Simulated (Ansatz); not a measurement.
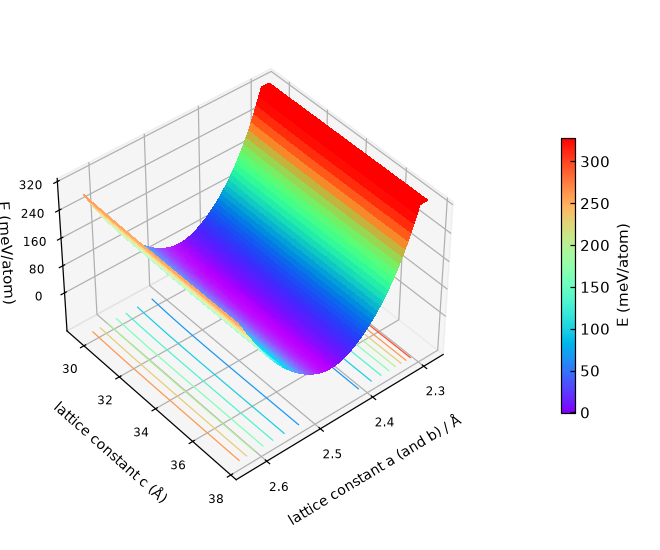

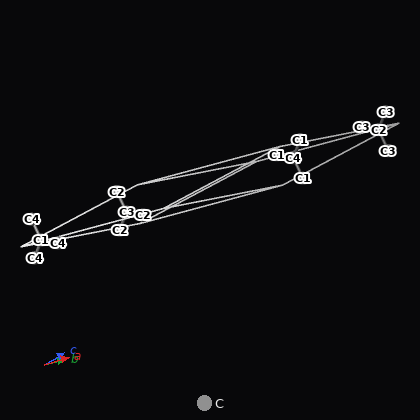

Energy landscape of C (R-3m, No. 166; 4 atoms in the cell). The energy is mapped over the lattice constants a and c of the conventional cell. Coordinates scanned: (1) lattice constant a (and b); (2) lattice constant c. Nothing is relaxed (fractional coordinates fixed). Grid: 5 × 5 points. Points are written as (first, second). All energies are given in meV/atom relative to the lowest grid point. These are results of DFT PBEsol, scalar-relativistic, plane waves, PAW in Ansatz 0.2.0, not measurements. Settings: cutoff 520 eV, k-mesh 18×18×18, gaussian smearing 0.15 eV, no spin polarisation.

In the figure: a relief with its contours projected below, any walls above the top of the colour scale cut off. Between grid points the surface is interpolated. The second picture is the structure at the lowest point

**Where are the wells?**

The lowest grid point is at (2.459 Å, 33.65 Å). The highest grid point, (2.287 Å, 29.61 Å), lies 410 meV/atom above the lowest.

Time for the 25 points that were run: 8.8 min on 1 thread of Intel(R) Xeon(R) 6975P-C (Granite Rapids), on a shared host.

PAW datasets: the set soft_1.
